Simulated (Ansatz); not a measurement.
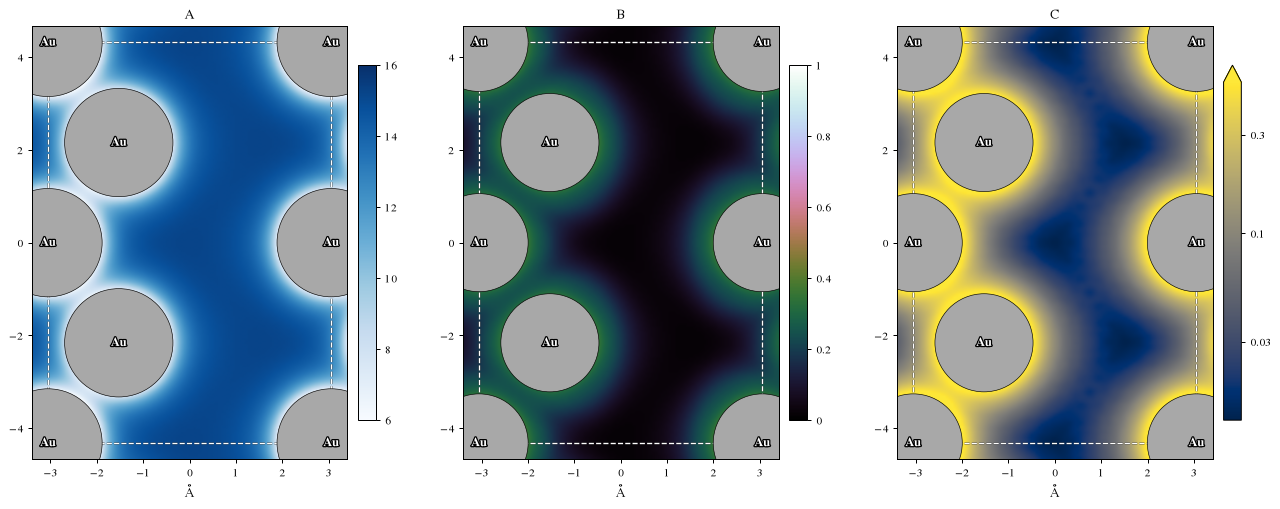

Au: 3 fields on the (110) plane of the conventional cell, with unlabelled colour scales. Grey discs cover the atomic cores.

Space group Fd-3m; set up as Au, diamond; a generated structure, not necessarily the stable one; changed on purpose from its base cell (volume × 1.08); computed pressure about −5 GPa in this cell.

Level of theory: Ansatz 0.2.0, DFT, LDA (PW92), plane waves (420 eV) with PAW, scalar-relativistic.

Question: The panels show electron localisation function, electrostatic potential energy of an electron and valence pseudo-density in some order. Assign them.

Answer: Panel A: electrostatic potential energy of an electron (low next to the atoms, rising into the space between them). Panel B: electron localisation function. Panel C: valence pseudo-density. From the grid: Au–Au (2.64 Å): the density is about 0.44 e/Å³ at the midpoint; the ELF is about 0.25 at the midpoint (no shared electron pair shows on this line).
